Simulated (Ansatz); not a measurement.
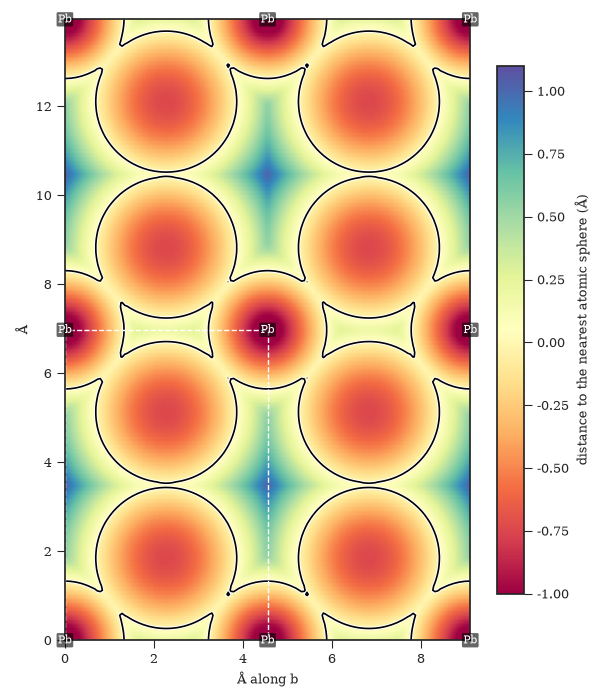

Map of the distance to the nearest atomic sphere in PbI₂ (P-3m1), computed on the section x = 0.000 (parallel to b and c; the dashed line is one cell). The black line marks the spheres' surfaces; positive values are empty space; unlabelled circles belong to atoms above or below the section.

Hard-sphere model; Shannon crystal radii (six-coordinate where tabulated): Pb 1.33 Å, I 2.06 Å.

Source of the atomic positions: a calculation's input that goes back to an entry of the Crystallography Open Database (an earlier step may have relaxed or displaced it).

```xyz
3
Lattice="4.5550 0.0000 0.0000 -2.2775 3.9447 0.0000 0.0000 0.0000 6.9770" Properties=species:S:1:pos:R:3 pbc="T T T"
Pb    0.0000    0.0000    0.0000
I     0.0000    2.6298    1.8489
I     2.2775    1.3149    5.1281
```

> Where is the largest hole in this section, and how large is it?

At 0.000, 0.000, 0.500 (fractional), where the distance reaches 1.04 Å; it is enclosed by 6 I in an octahedral arrangement. It is the largest hole of the crystal.

> How much of the crystal lies outside the spheres?

About 34 % of the cell's volume, and 33 % of this section's area.

> What can pass through?

The largest sphere that fits anywhere has a diameter of 2.08 Å; the largest that can travel through the crystal, about 0.9 Å.
